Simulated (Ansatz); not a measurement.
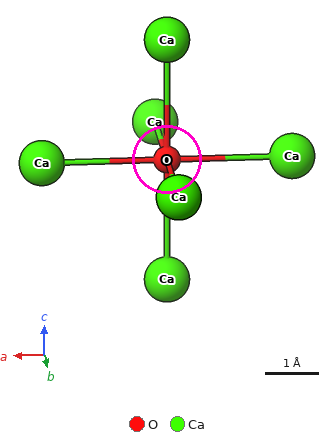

Perfect CaO. A ball-and-stick model of the atoms within 3.3 Å of one point, seen from a free direction.

All numbers below come from Ansatz 0.2.0, DFT, PBEsol, PAW, plane waves. (plane-wave cutoff 420 eV; k-point mesh 1 × 1 × 1; mesh shifted by (0.25, 0.25, 0.25); no spin polarisation) Fermi-Dirac smearing of 0.01 eV. The axes drawn are those of the host's conventional cell.

An oxygen atom is taken out (a vacancy) at the ringed place, in charge state 0. The supercell has 64 sites, and the atoms are relaxed at the host's cell.

Predict the relaxed surroundings of the defect.

Answer. Around the empty O site the host had 6 Ca at 2.38 Å; after relaxation the nearest atoms are 6 Ca at 2.43 to 2.44 Å. Of the host's atoms, a calcium atom moves furthest from its site, by 0.05 Å.

The relaxed defect, seen from the same direction:

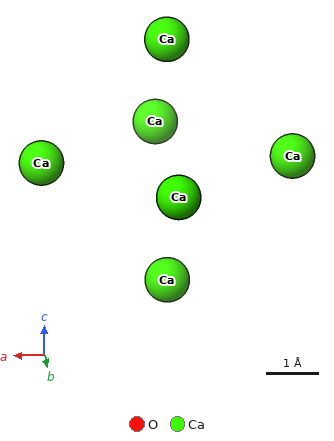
